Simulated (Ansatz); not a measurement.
Cd2S, space group P3m1 (No. 156), a = 3.963 Å, b = 3.963 Å, c = 5.809 Å, α = 90.00°, β = 90.00°, γ = 120.00°

| site | Wyckoff | x | y | z |
| --- | --- | --- | --- | --- |
| Cd1 | 1c | 0.6667 | 0.3333 | 0.5787 |
| Cd2 | 1b | 0.3333 | 0.6667 | 0.9327 |
| S | 1b | 0.3333 | 0.6667 | 0.3657 |

Geometry: the structure of a calculation's input, shown in its standard cell.

### Describe the coordination of Cd1 (1c).

CdS3: a slightly distorted trigonal pyramid (coordination number 3, S = 0.57; next best trigonal plane, S = 6.8). Bonds: 3 × Cd–S 2.60 Å. The next neighbour, not counted, lies at 3.08 Å.

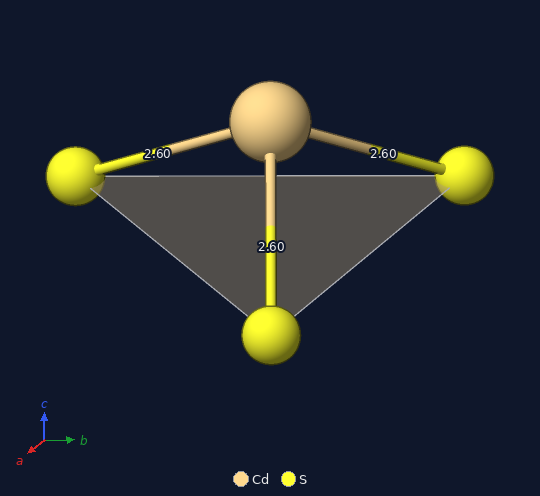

The polyhedron about Cd1 (1c). Continuous shape measures are computed against ideal polyhedra (0 is ideal; above about 3 the distortion is strong).
